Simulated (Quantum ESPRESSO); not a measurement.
**Single-point calculation of HfO2**

System: HfO2 (12 atoms in the cell).
Method: Kohn-Sham DFT of a periodic cell, LDA, GBRV 1.5 LDA, no spin polarisation (Quantum ESPRESSO 7.5).

The structure derives from an entry of the Crystallography Open Database. The volume is scaled by 0.96.

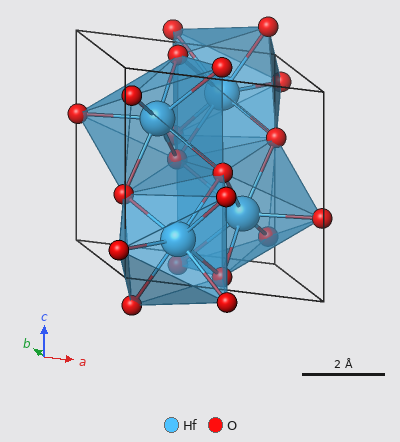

*The structure as given in the input (polyhedral view of the cell of the calculation, seen slightly off an axis; polyhedra are completed across the faces of the cell).*

The input
```
&CONTROL
  calculation = 'scf'
  prefix = 'pwscf'
  outdir = './tmp'
  pseudo_dir = './pseudo'
  tprnfor = .true.
  tstress = .true.
  disk_io = 'nowf'
/
&SYSTEM
  ibrav = 0
  nat = 12
  ntyp = 2
  ecutwfc = 45
  ecutrho = 360
  nbnd = 62
  occupations = 'smearing'
  smearing = 'fd'
  degauss = 0.00367493
/
&ELECTRONS
  conv_thr = 2.4d-09
  electron_maxstep = 120
  mixing_beta = 0.5
/
ATOMIC_SPECIES
Hf   178.4900 hf_lda_v1.uspp.F.UPF
O     15.9990 o_lda_v1.2.uspp.F.UPF
CELL_PARAMETERS angstrom
   5.0488293586    0.0000000000    0.0000000000
   0.0000000000    5.1156143815    0.0000000000
  -0.8470580823    0.0000000000    5.1434008384
ATOMIC_POSITIONS crystal
Hf     0.2755000000    0.4603000000    0.7080000000
Hf     0.7245000000    0.9603000000    0.7920000000
Hf     0.7245000000    0.5397000000    0.2920000000
Hf     0.2755000000    0.0397000000    0.2080000000
O      0.0742000000    0.1684000000    0.8467000000
O      0.9258000000    0.6684000000    0.6533000000
O      0.9258000000    0.8316000000    0.1533000000
O      0.0742000000    0.3316000000    0.3467000000
O      0.4487000000    0.7419000000    0.9801000000
O      0.5513000000    0.2419000000    0.5199000000
O      0.5513000000    0.2581000000    0.0199000000
O      0.4487000000    0.7581000000    0.4801000000
K_POINTS automatic
3 3 3 0 0 0
```

Launched with:
```bash
OMP_NUM_THREADS=1 mpirun -n 2 pw.x -nk 2 -in pw.in > pw.out
```

The program's output
```
This program is part of the open-source Quantum ESPRESSO suite
     for quantum simulation of materials; please cite
         "P. Giannozzi et al., J. Phys.:Condens. Matter 21 395502 (2009);
         "P. Giannozzi et al., J. Phys.:Condens. Matter 29 465901 (2017);
         "P. Giannozzi et al., J. Chem. Phys. 152 154105 (2020);
          URL
     in publications or presentations arising from this work. More details at

     Message from routine setup:
     using ibrav=0 with symmetry is DISCOURAGED, use correct ibrav instead

     K-points division:     npool     =       2
     Subspace diagonalization in iterative solution of the eigenvalue problem:
     a serial algorithm will be used

     G-vector sticks info
     --------------------
     sticks:   dense  smooth     PW     G-vecs:    dense   smooth      PW
     Sum        2639    1313    373               103401    36549    5429

     Using Slab Decomposition

     bravais-lattice index     =            0
     lattice parameter (alat)  =       9.5409  a.u.
     unit-cell volume          =     896.4694 (a.u.)^3
     number of atoms/cell      =           12
     number of atomic types    =            2
     number of electrons       =        96.00
     number of Kohn-Sham states=           62
     kinetic-energy cutoff     =      45.0000  Ry
     charge density cutoff     =     360.0000  Ry
     scf convergence threshold =      2.4E-09
     mixing beta               =       0.5000
     number of iterations used =            8  plain     mixing
     Exchange-correlation= SLA  PZ   NOGX NOGC
                           (   1   1   0   0   0   0   0)

     celldm(1)=   9.540905  celldm(2)=   0.000000  celldm(3)=   0.000000
     celldm(4)=   0.000000  celldm(5)=   0.000000  celldm(6)=   0.000000

     crystal axes: (cart. coord. in units of alat)
               a(1) = (   1.000000   0.000000   0.000000 )
               a(2) = (   0.000000   1.013228   0.000000 )
               a(3) = (  -0.167773   0.000000   1.018731 )

     reciprocal axes: (cart. coord. in units 2 pi/alat)
               b(1) = (  1.000000 -0.000000  0.164688 )
               b(2) = (  0.000000  0.986945 -0.000000 )
               b(3) = (  0.000000  0.000000  0.981613 )

     PseudoPot. # 1 for Hf read from file:
     hf_lda_v1.uspp.F.UPF
     Pseudo is Ultrasoft + core correction, Zval = 12.0
     Generated by new atomic code, or converted to UPF format
     Using radial grid of  921 points,  8 beta functions with:
                l(1) =   0
                l(2) =   0
                l(3) =   0
                l(4) =   1
                l(5) =   1
                l(6) =   2
                l(7) =   2
                l(8) =   3
     Q(r) pseudized with  6 coefficients,  rinner =    1.200   1.200   1.200
                                                       1.200   1.200   1.200
                                                       1.200

     PseudoPot. # 2 for O  read from file:
     o_lda_v1.2.uspp.F.UPF
     Pseudo is Ultrasoft + core correction, Zval =  6.0
     Generated by new atomic code, or converted to UPF format
     Using radial grid of  737 points,  5 beta functions with:
                l(1) =   0
                l(2) =   0
                l(3) =   1
                l(4) =   1
                l(5) =   2
     Q(r) pseudized with  8 coefficients,  rinner =    0.900   0.900   0.900
                                                       0.900   0.900

     atomic species   valence    mass     pseudopotential
     Hf               12.00   178.49000     Hf( 1.00)
     O                 6.00    15.99900     O ( 1.00)

      4 Sym. Ops., with inversion, found ( 2 have fractional translation)

   Cartesian axes

     site n.     atom                  positions (alat units)
         1        Hf     tau(   1) = (   0.1567166   0.4663888   0.7212618  )
         2        Hf     tau(   2) = (   0.5916237   0.9730027   0.8068352  )
         3        Hf     tau(   3) = (   0.6755102   0.5468391   0.2974696  )
         4        Hf     tau(   4) = (   0.2406032   0.0402251   0.2118961  )
         5        O      tau(   5) = (  -0.0678535   0.1706276   0.8625598  )
         6        O      tau(   6) = (   0.8161938   0.6772415   0.6655372  )
         7        O      tau(   7) = (   0.9000804   0.8426003   0.1561715  )
         8        O      tau(   8) = (   0.0160330   0.3359863   0.3531942  )
         9        O      tau(   9) = (   0.2842655   0.7517137   0.9984586  )
        10        O      tau(  10) = (   0.4640747   0.2450998   0.5296384  )
        11        O      tau(  11) = (   0.5479613   0.2615141   0.0202728  )
        12        O      tau(  12) = (   0.3681521   0.7681280   0.4890929  )

     number of k points=    10  Fermi-Dirac smearing, width (Ry)=  0.0037
                       cart. coord. in units 2pi/alat
        k(    1) = (   0.0000000   0.0000000   0.0000000), wk =   0.0740741
        k(    2) = (   0.0000000   0.0000000   0.3272043), wk =   0.1481481
        k(    3) = (   0.0000000   0.3289816   0.0000000), wk =   0.1481481
        k(    4) = (   0.0000000   0.3289816   0.3272043), wk =   0.2962963
        k(    5) = (   0.3333333   0.0000000   0.0548961), wk =   0.1481481
        k(    6) = (   0.3333333   0.0000000   0.3821005), wk =   0.1481481
        k(    7) = (   0.3333333   0.0000000  -0.2723082), wk =   0.1481481
        k(    8) = (   0.3333333   0.3289816   0.0548961), wk =   0.2962963
        k(    9) = (   0.3333333   0.3289816   0.3821005), wk =   0.2962963
        k(   10) = (   0.3333333   0.3289816  -0.2723082), wk =   0.2962963

     Dense  grid:   103401 G-vectors     FFT dimensions: (  60,  60,  60)

     Smooth grid:    36549 G-vectors     FFT dimensions: (  45,  48,  48)

     Check: negative core charge=   -0.000003

     Initial potential from superposition of free atoms

     starting charge      88.0000, renormalised to      96.0000

     negative rho (up, down):  4.632E-01 0.000E+00
     Starting wfcs are   84 randomized atomic wfcs

     Self-consistent Calculation

     iteration #  1     ecut=    45.00 Ry     beta= 0.50
     Davidson diagonalization with overlap
     ethr =  1.00E-02,  avg # of iterations =  2.1

     negative rho (up, down):  4.438E-01 0.000E+00

     total energy              =    -894.10124627 Ry
     estimated scf accuracy    <       3.86705341 Ry

     iteration #  2     ecut=    45.00 Ry     beta= 0.50
     Davidson diagonalization with overlap
     ethr =  4.03E-03,  avg # of iterations =  2.0

     negative rho (up, down):  4.459E-01 0.000E+00

     total energy              =    -894.58406493 Ry
     estimated scf accuracy    <       0.61490244 Ry

     iteration #  3     ecut=    45.00 Ry     beta= 0.50
     Davidson diagonalization with overlap
     ethr =  6.41E-04,  avg # of iterations =  2.4

     negative rho (up, down):  4.501E-01 0.000E+00

     total energy              =    -894.67245649 Ry
     estimated scf accuracy    <       0.05058662 Ry

     iteration #  4     ecut=    45.00 Ry     beta= 0.50
     Davidson diagonalization with overlap
     ethr =  5.27E-05,  avg # of iterations = 10.1

     negative rho (up, down):  4.534E-01 0.000E+00

     total energy              =    -894.68175019 Ry
     estimated scf accuracy    <       0.00244602 Ry

     iteration #  5     ecut=    45.00 Ry     beta= 0.50
     Davidson diagonalization with overlap
     ethr =  2.55E-06,  avg # of iterations =  7.7

     negative rho (up, down):  4.540E-01 0.000E+00

     total energy              =    -894.68201567 Ry
     estimated scf accuracy    <       0.00077300 Ry

     iteration #  6     ecut=    45.00 Ry     beta= 0.50
     Davidson diagonalization with overlap
     ethr =  8.05E-07,  avg # of iterations =  2.6

     negative rho (up, down):  4.540E-01 0.000E+00

     total energy              =    -894.68209595 Ry
     estimated scf accuracy    <       0.00005137 Ry

     iteration #  7     ecut=    45.00 Ry     beta= 0.50
     Davidson diagonalization with overlap
     ethr =  5.35E-08,  avg # of iterations =  2.6

     negative rho (up, down):  4.540E-01 0.000E+00

     total energy              =    -894.68210944 Ry
     estimated scf accuracy    <       0.00000504 Ry

     iteration #  8     ecut=    45.00 Ry     beta= 0.50
     Davidson diagonalization with overlap
     ethr =  5.25E-09,  avg # of iterations =  2.0

     negative rho (up, down):  4.540E-01 0.000E+00

     total energy              =    -894.68211040 Ry
     estimated scf accuracy    <       0.00000015 Ry

     iteration #  9     ecut=    45.00 Ry     beta= 0.50
     Davidson diagonalization with overlap
     ethr =  1.60E-10,  avg # of iterations =  2.7

     negative rho (up, down):  4.540E-01 0.000E+00

     total energy              =    -894.68211043 Ry
     estimated scf accuracy    <          6.6E-09 Ry

     iteration # 10     ecut=    45.00 Ry     beta= 0.50
     Davidson diagonalization with overlap
     ethr =  6.84E-12,  avg # of iterations =  3.5

     negative rho (up, down):  4.540E-01 0.000E+00

     End of self-consistent calculation

          k = 0.0000 0.0000 0.0000 (  4579 PWs)   bands (ev):

   -49.0105 -48.9857 -48.9812 -48.9802 -18.2495 -18.2123 -18.1890 -17.9350
   -17.8690 -17.8306 -17.7948 -17.7552 -17.7224 -17.6953 -17.6499 -17.5852
    -6.9723  -5.4820  -5.2792  -5.2742  -4.6851  -4.6585  -4.5197  -4.3762
     5.2509   5.3200   5.9233   6.1320   6.2550   6.5978   7.5354   7.7949
     7.9385   8.1315   8.1904   8.2958   8.9625   9.0319   9.0796   9.1033
     9.3588   9.8228   9.9091   9.9761  10.4397  10.5094  10.8630  10.9863
    15.5240  16.1671  16.3467  16.5920  16.7928  17.0478  17.4286  17.5095
    17.7791  17.9185  18.6202  18.6571  18.8045  19.2889

          k = 0.0000 0.0000 0.3272 (  4573 PWs)   bands (ev):

   -49.0039 -48.9910 -48.9814 -48.9813 -18.1675 -18.1285 -18.0914 -18.0090
   -17.9679 -17.8251 -17.7800 -17.7762 -17.7326 -17.6974 -17.6800 -17.6682
    -6.4965  -5.5355  -5.3354  -5.2277  -4.8211  -4.7271  -4.7057  -4.4923
     5.6086   5.9082   6.2520   6.4392   6.8638   6.9617   7.0469   7.2789
     7.3738   8.0876   8.2543   8.3796   8.5995   8.6535   8.9859   9.1124
     9.4351   9.5382   9.6230   9.9907  10.3125  10.3875  10.4831  10.6542
    15.6983  15.9575  16.1983  16.5165  17.1578  17.2867  17.7858  17.8927
    18.0905  18.1542  18.4633  18.7546  19.1271  19.4900

          k = 0.0000 0.3290 0.0000 (  4584 PWs)   bands (ev):

   -49.0051 -48.9935 -48.9796 -48.9793 -18.1770 -18.1534 -18.0773 -17.9660
   -17.9486 -17.8571 -17.8171 -17.7942 -17.7394 -17.7316 -17.6609 -17.6032
    -6.4762  -5.5334  -5.2022  -5.1681  -5.0002  -4.7306  -4.6389  -4.5785
     5.6002   5.6888   6.1040   6.3239   6.6416   6.8163   7.0964   7.1604
     7.4161   8.0024   8.3443   8.4060   8.6752   8.9607   9.3955   9.4023
     9.4772   9.5583   9.9428  10.0480  10.1117  10.2219  10.6313  10.7168
    16.2054  16.2063  16.3651  16.5876  16.8103  17.0821  17.4375  17.5367
    17.9439  18.3636  18.4266  18.9230  18.9496  19.4521

          k = 0.0000 0.3290 0.3272 (  4564 PWs)   bands (ev):

   -49.0000 -48.9928 -48.9832 -48.9815 -18.1275 -18.0889 -18.0473 -18.0447
   -17.9768 -17.9073 -17.8046 -17.7675 -17.7355 -17.7098 -17.6817 -17.6480
    -6.1571  -5.5092  -5.4708  -5.3492  -4.8493  -4.7501  -4.6768  -4.6014
     6.1032   6.2100   6.2733   6.4592   6.6914   6.9063   7.0672   7.3176
     7.5297   7.7915   8.0981   8.2938   8.5928   8.7345   8.9685   9.1126
     9.2291   9.4295   9.7849   9.9301  10.1714  10.2768  10.3930  10.5400
    15.9207  16.0880  16.3405  16.3745  16.9121  17.1590  17.6513  17.7813
    17.9633  18.1407  18.5283  18.6940  19.5734  19.6479

          k = 0.3333 0.0000 0.0549 (  4593 PWs)   bands (ev):

   -49.0039 -48.9878 -48.9871 -48.9788 -18.1907 -18.1237 -18.1060 -17.9944
   -17.8751 -17.8365 -17.8271 -17.8143 -17.7177 -17.7173 -17.6730 -17.6550
    -6.5249  -5.3144  -5.3112  -5.3036  -5.0281  -4.6444  -4.5766  -4.5559
     5.2511   5.6784   6.1499   6.3031   6.3363   6.5764   7.3587   7.3810
     7.7443   7.9019   8.3129   8.4918   8.6044   8.9202   9.2295   9.5749
     9.6096   9.6721   9.6809  10.1546  10.3351  10.4231  10.4647  10.9161
    15.2500  16.0367  16.3435  16.3487  16.9406  17.2064  17.2545  17.5851
    18.3256  18.3879  18.5186  18.8429  19.0453  19.4505

          k = 0.3333 0.0000 0.3821 (  4554 PWs)   bands (ev):

   -48.9952 -48.9932 -48.9900 -48.9791 -18.1120 -18.0741 -18.0588 -18.0186
   -17.9704 -17.9293 -17.8614 -17.7754 -17.6993 -17.6902 -17.6863 -17.6717
    -6.0356  -5.5521  -5.2498  -5.1735  -5.1530  -4.8731  -4.6615  -4.6510
     5.7952   6.0420   6.3418   6.5869   6.6257   6.7188   7.2036   7.3702
     7.6211   7.7554   7.8376   8.4186   8.4202   9.0210   9.0964   9.2382
     9.4845   9.5695   9.7290   9.8354   9.9521  10.2169  10.5678  10.7837
    15.2849  15.7326  16.3503  16.6425  16.8676  17.1197  17.4422  17.7816
    18.2071  18.2133  18.7799  19.1205  19.3035  19.9938

          k = 0.3333 0.0000-0.2723 (  4581 PWs)   bands (ev):

   -49.0024 -48.9887 -48.9837 -48.9828 -18.1707 -18.1640 -18.0676 -18.0545
   -17.9104 -17.8638 -17.8345 -17.8091 -17.7056 -17.7029 -17.6543 -17.5944
    -6.3083  -5.4956  -5.3217  -5.2096  -4.8504  -4.8123  -4.6896  -4.6473
     5.7864   6.0002   6.0901   6.3743   6.5397   6.9604   7.0065   7.1211
     7.6491   8.1958   8.2258   8.4078   8.5227   8.9008   9.0518   9.3157
     9.6434   9.6500   9.7189   9.8935   9.9589  10.3103  10.3260  10.7094
    15.5215  15.7228  16.3946  16.5810  16.9442  17.0579  17.2641  17.4012
    17.8496  18.4980  19.0926  19.1360  19.4497  19.6378

          k = 0.3333 0.3290 0.0549 (  4563 PWs)   bands (ev):

   -49.0000 -48.9925 -48.9842 -48.9809 -18.1612 -18.1088 -18.0664 -18.0271
   -17.9675 -17.8875 -17.8096 -17.7673 -17.7269 -17.6980 -17.6800 -17.6407
    -6.2060  -5.5458  -5.2210  -5.2090  -5.0697  -4.8288  -4.6642  -4.5972
     5.6250   6.1710   6.3179   6.5682   6.5766   6.8732   6.9947   7.2275
     7.6099   7.8667   8.1810   8.4335   8.6319   8.8403   9.0082   9.2382
     9.4440   9.6456   9.8199   9.9832  10.0548  10.2740  10.3643  10.5113
    15.6402  15.9428  16.3603  16.6207  16.9454  17.2491  17.4413  17.5381
    17.8491  17.9219  18.8578  19.2125  19.2834  19.4364

          k = 0.3333 0.3290 0.3821 (  4573 PWs)   bands (ev):

   -48.9942 -48.9919 -48.9890 -48.9824 -18.1783 -18.1418 -18.1237 -18.0694
   -17.8836 -17.8657 -17.7836 -17.7411 -17.7180 -17.7031 -17.6749 -17.6547
    -5.9130  -5.7003  -5.6349  -5.3877  -4.7455  -4.7177  -4.7008  -4.5526
     6.0111   6.3461   6.5327   6.6475   6.7264   6.9040   7.0127   7.2260
     7.6208   7.9003   8.1777   8.3490   8.5870   8.7235   8.9076   9.1047
     9.3237   9.3854   9.6409   9.7107   9.8100  10.2463  10.2700  10.5280
    15.4424  15.8929  16.2928  16.5435  16.7909  17.0947  17.3933  17.6749
    17.7780  18.3233  18.4973  18.9593  19.5843  19.7917

          k = 0.3333 0.3290-0.2723 (  4571 PWs)   bands (ev):

   -48.9989 -48.9918 -48.9841 -48.9827 -18.2258 -18.1876 -18.1548 -18.0704
   -17.8930 -17.8057 -17.7705 -17.7536 -17.7142 -17.6811 -17.6529 -17.6125
    -6.1979  -5.7484  -5.4947  -5.3565  -4.8207  -4.7368  -4.5116  -4.4685
     5.9705   6.2315   6.3609   6.5895   6.7154   6.8257   6.9895   7.4533
     7.5056   7.8601   8.1134   8.4483   8.5828   8.7893   9.0310   9.2159
     9.3894   9.5569   9.6540   9.7881   9.9728  10.0797  10.3137  10.4258
    15.6511  15.7612  16.3367  16.5541  16.7161  16.9688  17.3223  17.5541
    17.9134  18.1952  18.4739  18.7926  19.4302  19.6404

     the Fermi energy is    13.9309 ev

!    total energy              =    -894.68211043 Ry
     estimated scf accuracy    <          2.3E-09 Ry
     smearing contrib. (-TS)   =      -0.00000000 Ry
     internal energy E=F+TS    =    -894.68211043 Ry

     The total energy is F=E-TS. E is the sum of the following terms:
     one-electron contribution =    -129.68630925 Ry
     hartree contribution      =     121.72105643 Ry
     xc contribution           =    -359.82252461 Ry
     ewald contribution        =    -526.89433301 Ry

     convergence has been achieved in  10 iterations

     negative rho (up, down):  4.540E-01 0.000E+00

     Forces acting on atoms (cartesian axes, Ry/au):

     atom    1 type  1   force =     0.01549967    0.00065770    0.00397604
     atom    2 type  1   force =    -0.01549967    0.00065770   -0.00397604
     atom    3 type  1   force =    -0.01549967   -0.00065770   -0.00397604
     atom    4 type  1   force =     0.01549967   -0.00065770    0.00397604
     atom    5 type  2   force =    -0.01768752   -0.00886707   -0.00550379
     atom    6 type  2   force =     0.01768752   -0.00886707    0.00550379
     atom    7 type  2   force =     0.01768752    0.00886707    0.00550379
     atom    8 type  2   force =    -0.01768752    0.00886707   -0.00550379
     atom    9 type  2   force =    -0.00536328    0.00211243   -0.00124964
     atom   10 type  2   force =     0.00536328    0.00211243    0.00124964
     atom   11 type  2   force =     0.00536328   -0.00211243    0.00124964
     atom   12 type  2   force =    -0.00536328   -0.00211243   -0.00124964

     Total force =     0.053405     Total SCF correction =     0.000110

     Computing stress (Cartesian axis) and pressure

     negative rho (up, down):  4.540E-01 0.000E+00
          total   stress  (Ry/bohr**3)                   (kbar)     P=       11.54
   0.00008568   0.00000000   0.00001649           12.60        0.00        2.43
   0.00000000   0.00004834   0.00000000            0.00        7.11        0.00
   0.00001649   0.00000000   0.00010136            2.43        0.00       14.91

=------------------------------------------------------------------------------=
   JOB DONE.
=------------------------------------------------------------------------------=
```

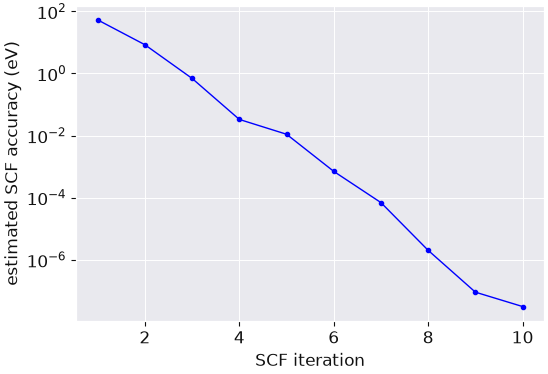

*Convergence of the self-consistent field: estimated SCF accuracy against the iteration.*

The field takes 10 iterations in all.

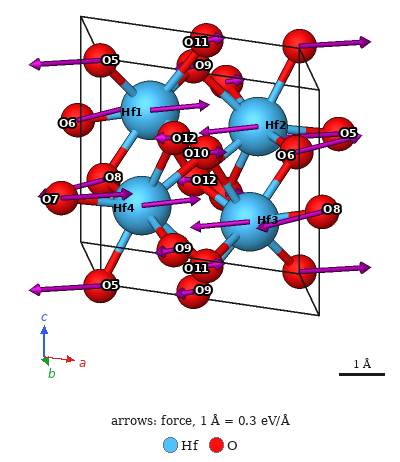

*Forces on the atoms as pink arrows (ball-and-stick view of the cell of the calculation, seen at an oblique angle; bonded neighbours outside the cell are drawn too; atoms are numbered from 1 in the order of the input).*

The largest act on O5, O6, O7, O8 (0.53 eV/Å); all 4 Hf atoms (0.41 eV/Å). The geometry is not a stationary point of this energy.

Results in brief

- outcome: converged
- space group (tolerance 0.01 Å): P2₁/c (14)
- electrons treated: 96
- free energy: −12172.7702 eV
- Fermi energy: 13.931 eV
- gap on the k-point mesh: 4.26 eV
- pressure: 1.15 GPa
- largest force (length of the vector): 0.528 eV/Å
- hardware: 2 threads of Intel Xeon (Sapphire Rapids), 64 GiB of memory available, shared host
- wall time: 47 s (CPU time 93 s)
- peak memory: 0.92 GiB

Notes on the run: negative rho. Spin–orbit coupling is left out, which matters for Hf.
